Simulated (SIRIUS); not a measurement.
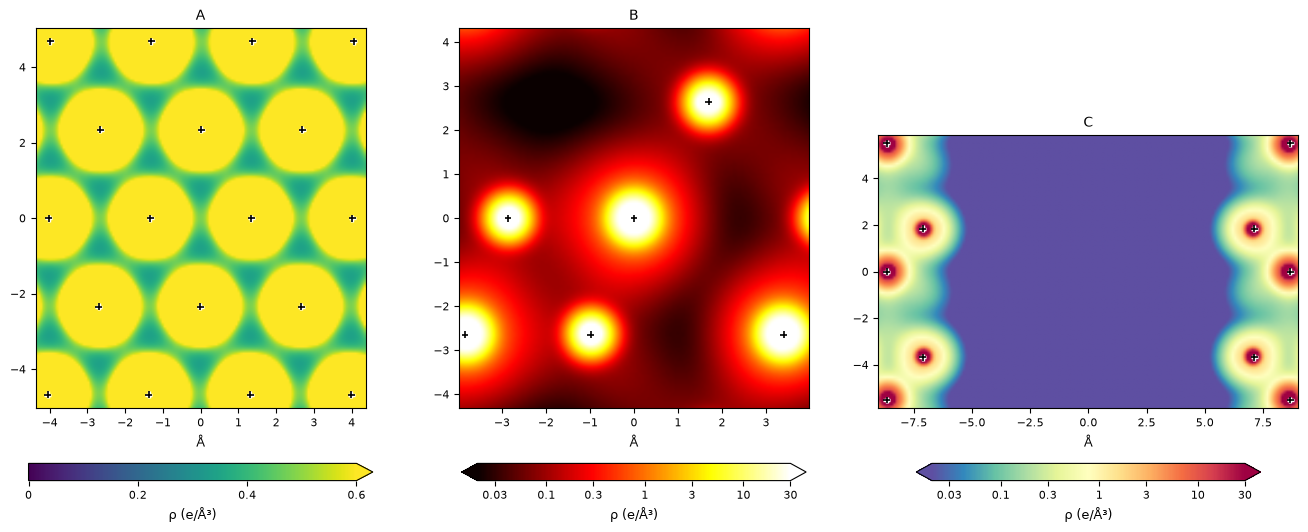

The electron density of 3 systems, each on a plane through atoms (crosses mark nuclei in the plane).

These are results of Kohn-Sham DFT of a periodic cell, PBEsol, all-electron FP-LAPW (SIRIUS 7.12.0), not measurements.

System 1: MoS₂, the (110) plane of the conventional cell. Space group P-6m2; a structure from a database of computed crystals, not necessarily the ambient phase.

System 2: Mg₃Sb₂, the (110) plane of the conventional cell. Space group P-3m1; not relaxed (largest force 0.5 eV/Å).

```cif
data_structure
_symmetry_space_group_name_H-M 'P 1'
_symmetry_Int_Tables_number 1
_cell_length_a 4.5820
_cell_length_b 4.5820
_cell_length_c 7.2440
_cell_angle_alpha 90.000
_cell_angle_beta 90.000
_cell_angle_gamma 120.000
_cell_volume 131.71
loop_
_atom_site_label
_atom_site_type_symbol
_atom_site_fract_x
_atom_site_fract_y
_atom_site_fract_z
_atom_site_occupancy
Sb1 Sb 0.66667 0.33333 0.76500 1
Sb2 Sb 0.33333 0.66667 0.23500 1
Mg1 Mg 0.00000 0.00000 0.00000 1
Mg2 Mg 0.66667 0.33333 0.37000 1
Mg3 Mg 0.33333 0.66667 0.63000 1
```

System 3: Ir, the (11̄0) plane of the standardised cell. Space group P-1.

```yaml
crystal:
  lattice:
    - [-0.01032, 0.05354, 3.82431]
    - [3.80710, -0.00774, -0.01032]
    - [0.00129, 1.90483, -1.88539]
  atoms:
    - { symbol: Ir, position: [0.00000, 0.50000, 0.50000] }
    - { symbol: Ir, position: [0.50000, 0.00000, 0.50000] }
```

Match each panel to its system.

Answer. Panel A is system 3, Ir: the plane holds Ir. Ir–Ir (2.68 Å): ρ at the midpoint is about 0.48 e/Å³. Panel B is system 2, Mg₃Sb₂: the plane holds Sb and Mg. Mg–Sb (2.82 Å): ρ at the midpoint is about 0.27 e/Å³. Panel C is system 1, MoS₂: the plane holds Mo and S. Mo–S (2.41 Å): ρ at the midpoint is about 0.6 e/Å³.
